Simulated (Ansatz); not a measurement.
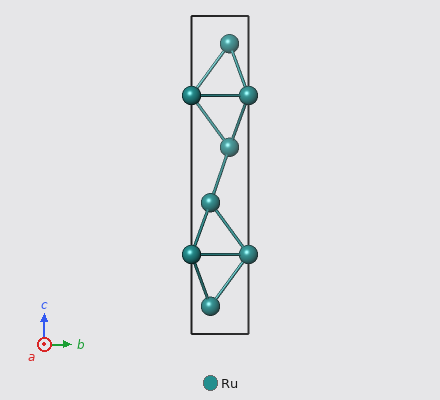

Ru (P6_3/mmc, No. 194): coordinates from a relaxation with DFT PBEsol, scalar-relativistic, plane waves, PAW in Ansatz; the starting structure was generated, so it need not be a known form of this composition.

```cif
data_structure
_symmetry_space_group_name_H-M 'P6_3/mmc'
_symmetry_Int_Tables_number 194
_cell_length_a 2.6763
_cell_length_b 2.6763
_cell_length_c 12.9480
_cell_angle_alpha 90.000
_cell_angle_beta 90.000
_cell_angle_gamma 120.000
_cell_volume 80.32
loop_
_atom_site_label
_atom_site_type_symbol
_atom_site_symmetry_multiplicity
_atom_site_Wyckoff_symbol
_atom_site_fract_x
_atom_site_fract_y
_atom_site_fract_z
_atom_site_occupancy
Ru1 Ru 2 b 0.00000 0.00000 0.75000 1
Ru2 Ru 4 f 0.33333 0.66667 0.91291 1
```

Q: What will a HAADF-like image along [100] show? Simulated incoherent Z contrast: every atom adds Z^1.7 spread by a probe of 1.30 Å full width; channelling and multiple scattering are left out. The probe carries 15 % of its weight in a tail 2.5 times as wide. The display is stretched by a gamma of 0.65; percentages refer to the linear signal. Shot noise was added.

A: The columns repeat on a rectangular net of 2.32 × 12.95 Å (plane group p2mg). All columns are alike (Ru). The shortest distance between visible columns is 2.25 Å in projection. Along the beam the structure repeats every 2.68 Å.

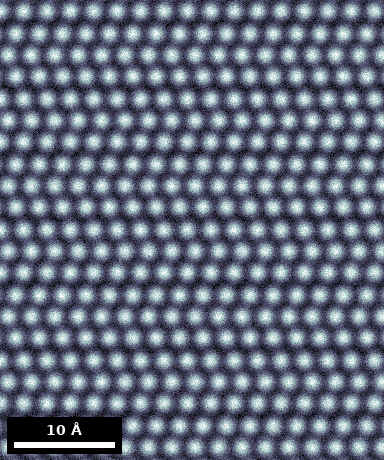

The simulated image.
